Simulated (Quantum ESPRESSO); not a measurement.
# BP (F-43m): from Born charge to LO-TO splitting

Aim: work out the LO frequency and the static dielectric constant of BP (F-43m) from one linear-response run, then check them.

Main program and level: Quantum ESPRESSO 7.5; DFT LDA, scalar-relativistic, plane waves, PseudoDojo norm-conserving pseudopotentials.

### Step 1. The relaxed structure

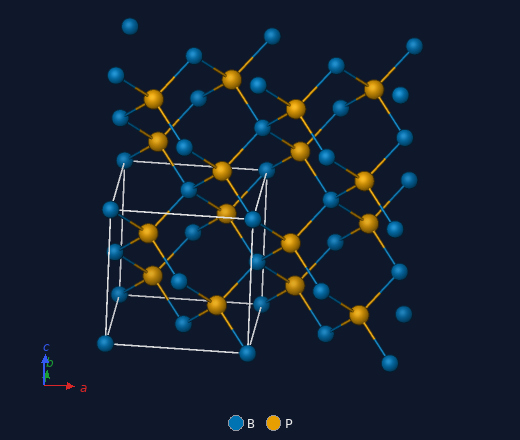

The starting structure, seen slightly off an axis (boron blue, phosphorus orange). 2×1×2 cells are drawn. This picture shows the conventional cell, with its axes. Bonds to atoms that aren't drawn are left out. Some periodic images of atoms are drawn too.

This is the cell after its relaxation at this level of theory, not the database cell from which that began.

### Step 2. What the response run gave

A linear-response run on the relaxed cell, with the response to an electric field; only its zone-centre results are used. Cutoff 76 Ry, k mesh 12×12×12.

The program printed:

```text
[banners, grids, parts of the stress and lines that vanish by symmetry left out]
Program PHONON v.7.5
     Reading xml data from directory:

[...]
Exchange-correlation= PW
                           (   1   4   0   0   0   0   0)
[...]
kinetic-energy cut-off    =      76.0000  Ry
     charge density cut-off    =     304.0000  Ry
     convergence threshold     =      1.0E-18
[...]
Exchange-correlation= PW
                           (   1   4   0   0   0   0   0)
[...]
q = (   0.0000000   0.0000000   0.0000000 )
     25 Sym.Ops. (with q -> -q+G )
     G cutoff =  276.8291  (  13635 G-vectors)     FFT grid: ( 36, 36, 36)
     number of k points=    72
[...]
Mode symmetry, T_d (-43m)  point group:
[...]
Dielectric constant
[...]
End of electric fields calculation
          Dielectric constant in cartesian axis
          (       9.159409104       0.000000000       0.000000000 )
          (       0.000000000       9.159409104      -0.000000000 )
          (       0.000000000      -0.000000000       9.159409104 )
          Effective charges (d Force / dE) in cartesian axis without acoustic sum rule applied (asr)
           atom    1  B     Mean Z*:       -0.64511
      Ex  (       -0.64511       -0.00000       -0.00000 )
      Ey  (       -0.00000       -0.64511       -0.00000 )
      Ez  (        0.00000       -0.00000       -0.64511 )
           atom    2  P     Mean Z*:        0.64147
      Ex  (        0.64147        0.00000        0.00000 )
      Ey  (        0.00000        0.64147        0.00000 )
      Ez  (       -0.00000        0.00000        0.64147 )
          Effective charges Sum: Mean:       -0.00364
[...]
Effective charges (d Force / dE) in cartesian axis with asr applied:
           atom    1  B     Mean Z*:       -0.64329
[...]
atom    2  P     Mean Z*:        0.64329
[...]
Representation #   1 modes #   1   2   3
[...]
End of self-consistent calculation
     Convergence has been achieved
     Representation #   2 modes #   4   5   6
[...]
End of self-consistent calculation
     Convergence has been achieved
[...]
Dielectric constant in cartesian axis
          (       9.159409104       0.000000000       0.000000000 )
          (       0.000000000       9.159409104      -0.000000000 )
          (       0.000000000      -0.000000000       9.159409104 )
          Effective charges (d Force / dE) in cartesian axis without acoustic sum rule applied (asr)
           atom    1  B     Mean Z*:       -0.64511
      Ex  (       -0.64511       -0.00000       -0.00000 )
      Ey  (       -0.00000       -0.64511       -0.00000 )
      Ez  (        0.00000       -0.00000       -0.64511 )
           atom    2  P     Mean Z*:        0.64147
      Ex  (        0.64147        0.00000        0.00000 )
      Ey  (        0.00000        0.64147        0.00000 )
      Ez  (       -0.00000        0.00000        0.64147 )
          Effective charges Sum: Mean:       -0.00364
[...]
Effective charges (d Force / dE) in cartesian axis with asr applied:
           atom    1  B     Mean Z*:       -0.64329
[...]
atom    2  P     Mean Z*:        0.64329
[...]
q = (    0.000000000   0.000000000   0.000000000 )
[...]
freq (    1) =      -0.017120 [THz] =      -0.571060 [cm-1]
     freq (    2) =      -0.017120 [THz] =      -0.571060 [cm-1]
     freq (    3) =      -0.017120 [THz] =      -0.571060 [cm-1]
     freq (    4) =      24.618968 [THz] =     821.200364 [cm-1]
     freq (    5) =      24.618968 [THz] =     821.200364 [cm-1]
     freq (    6) =      24.618968 [THz] =     821.200364 [cm-1]
[...]
Mode symmetry, T_d (-43m)  point group:
     freq (   1-   3) =         -0.6  [cm-1]   --> T_2  G_15 P_4   I+R
     freq (   4-   6) =        821.2  [cm-1]   --> T_2  G_15 P_4   I+R

   JOB DONE.
```

| quantity | value |
| --- | --- |
| cell volume Ω (Å³) | 22.586 |
| mass of B (u) | 10.810 |
| mass of P (u) | 30.974 |
| Born charge of B, raw (e) | -0.645 |
| Born charge of P, raw (e) | 0.641 |
| ε∞ | 9.159 |
| ω(TO) after the sum rule (cm⁻¹) | 821.2 |

### Step 3. The calculation

The charges must sum to zero over the cell; taking off their mean, -0.002 e, leaves Z* = -0.643 e on B. In the polar mode B moves against P, so the reduced mass is μ = 10.81 × 30.97 / 41.78 = 8.013 u.

A longitudinal wave builds up a field that adds to the restoring force: ω(LO)² = ω(TO)² + 4π Z*² / (μ Ω ε∞), in Hartree atomic units. With μ = 14607 electron masses and Ω = 152.42 bohr³ the second term is 2.5502e-07 Ha², or 12284 cm⁻² (1 Ha = 219474.6 cm⁻¹).

So ω(LO) = √(674369 + 12284) = 828.6 cm⁻¹, and by the Lyddane-Sachs-Teller relation ε₀ = ε∞ (ω(LO)/ω(TO))² = 9.33.

### Step 4. Check against the program

The analysis program adds the same non-analytic term to the full matrix, here for q along (1 0 0).

The program printed:

```text
[banner, memory and clock lines left out]
Program DYNMAT v.7.5

     Reading Dynamical Matrix from file g.dyn
     ...Force constants read
     ...epsilon and Z* read

     Polarizability (A^3 units)
     multiply by 0.268831 for Clausius-Mossotti correction
        14.665067    0.000000    0.000000
         0.000000   14.665067   -0.000000
         0.000000   -0.000000   14.665067

     IR activities are in (D/A)^2/amu units

# mode   [cm-1]    [THz]      IR
    1      0.00    0.0000    0.0000
    2      0.00    0.0000    0.0000
    3      0.00    0.0000    0.0000
    4    821.20   24.6190    1.1914
    5    821.20   24.6190    1.1914
    6    828.65   24.8422    1.1914
```

ε₀ comes from the program's run without a direction of q.

| quantity | by hand | program |
| --- | --- | --- |
| ω(LO) (cm⁻¹) | 828.6 | 828.6 |
| ε₀ | 9.33 | 9.33 |

### Step 5. Summary of results

| Item | Value |
| --- | --- |
| TO mode | 821.2 cm⁻¹ |
| LO mode | 828.6 cm⁻¹ |
| static dielectric constant | 9.326 |

**Reading.** The LO mode of BP (F-43m) lies at 829 cm⁻¹, 7 cm⁻¹ above the TO mode; the formula meets the program within 0.1 cm⁻¹, as it must for a cubic crystal with one polar mode. ω(LO)² − ω(TO)² goes with Z*²/ε∞: an error of 5 % in ε∞ would move the LO mode by 0.4 cm⁻¹, and semilocal functionals tend to overestimate ε∞. These are harmonic values at zero temperature, at the volume of this functional, for the structure held cubic; stability elsewhere in the zone is no part of this calculation.

[Host names and launcher messages were left out of these logs when they were recorded.]

[Logs are printed without paths, hosts, clocks, repeated set-up lines and the standing remarks that a program may print on its own settings, such as how far it seeks lower states.]

[Hosts, paths, dates, database ids (printed as entryN), source tags and the programs' standing remarks are cut or masked in the printed files.]
